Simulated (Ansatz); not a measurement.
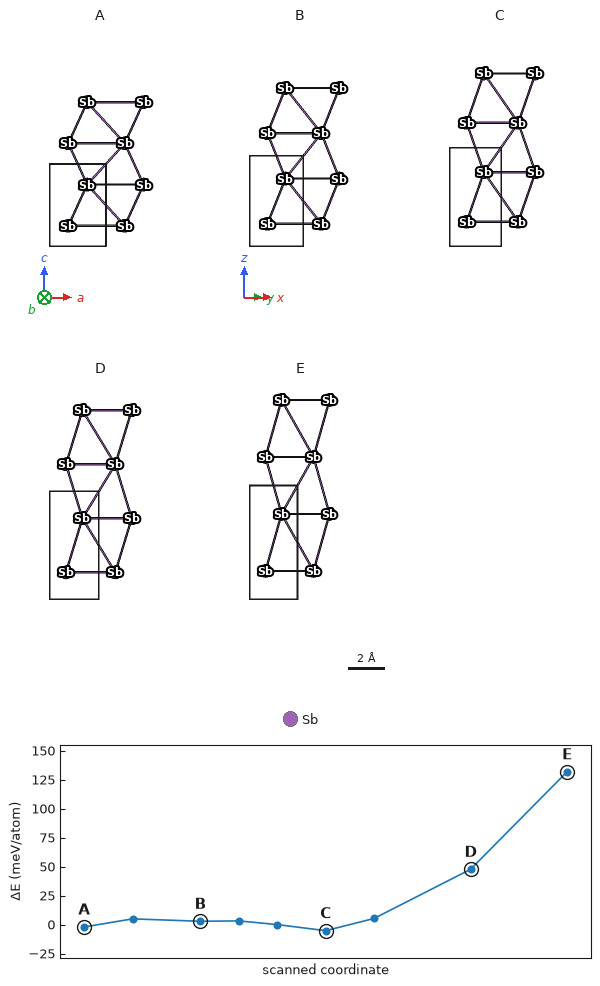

A scan of solid Sb (P6_3/mmc) along one coordinate. x, y and z are the Cartesian axes of the input. A ball-and-stick model of the cell of the calculation, repeated 2 × 1 × 2 with one cell outlined, seen along the b axis.

Level of theory: Ansatz 0.2.0, DFT PBEsol, scalar-relativistic, plane waves, PAW. Set-up: plane-wave cutoff 420 eV; k-point mesh 18 × 18 × 10; occupations gaussian; smearing width 0.15 eV; no spin polarisation. Energies (free energies at the smearing named) are counted from the cell as listed in its source, which wasn't relaxed.

What is being scanned?

The ratio of the cell's length along z to its lengths across, counted as 1 for the reference, is changed at fixed volume (a c/a path), with the atoms kept at their fractional coordinates. In the frames the relative ratio is 0.80 (A), 0.92 (B), 1.05 (C), 1.20 (D), 1.30 (E). Of the computed points the lowest is at the relative ratio 1.05, −5.2 meV/atom. Local maxima lie at 0.85 (5.0 meV/atom), 0.96 (3.2 meV/atom). The end points stand at −2.0 meV/atom (0.80) and 131.9 meV/atom (1.30). The distortion keeps the space group P6_3/mmc. At the relative ratio 1.30 the cell of the drawing goes a 3.369 → 3.087 Å, b 3.369 → 3.087 Å, c 5.330 → 6.349 Å.
